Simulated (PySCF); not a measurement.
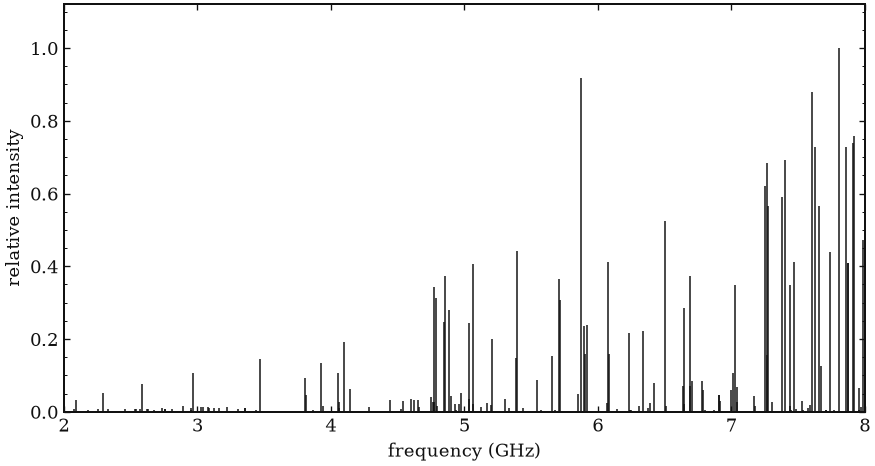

Simulated rotational absorption lines between 2 and 8 GHz at 10 K: rigid rotor with the equilibrium constants and dipole of one optimised conformer (PBE0-D3(BJ)/def2-SVP, PySCF), commonest isotopes; no centrifugal distortion, hyperfine structure, internal rotation or nuclear-spin weights; lines within 1 MHz of each other are summed.

**Which molecule gives this spectrum?**
A. C₃H₆O₃S, SMILES C=CS(=O)(=O)OC
B. Si₂PH₇, SMILES [SiH3][SiH2]P
C. C₇H₈O, SMILES OCc1ccccc1
D. C₂H₁₀OSSi₂, SMILES CCO[SiH2]S[SiH3]

Option D. Rotational constants A, B, C = 2.889, 1.043, 0.9221 GHz, |μa|, |μb|, |μc| = 0.92, 0.79, 0.08 D.

Caveats: coarse grid, loose stop and no frequency check, small forces are noise and the end may be a saddle.
